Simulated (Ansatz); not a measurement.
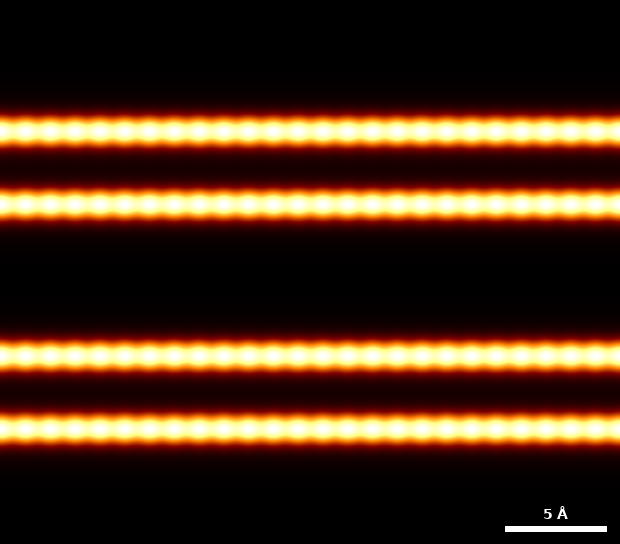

Cross-section of a (001) slab of C (R-3m), seen along a direction in its plane, the normal pointing up. Simulated incoherent Z contrast: every atom adds Z^1.7 spread by a probe of 1.18 Å full width; channelling and multiple scattering are left out. The probe carries 15 % of its weight in a tail 2.5 times as wide. Structure used: the geometry relaxed in a fixed cell with DFT PBEsol, scalar-relativistic, plane waves, PAW (Ansatz).

**How many atomic planes does the slab have, and what do they hold from top to bottom?**

4 planes (atoms within 0.35 Å in height count as one plane):

```
plane  content  depth below the top plane (Å)
    1        C                            0.0
    2        C                            3.6
    3        C                           11.1
    4        C                           14.8
```

**How thick is it, and how does it end on either side?**

The outermost planes are 14.8 Å apart. The upper face ends in C and the lower in C, so the sequence of planes is the same from both sides.
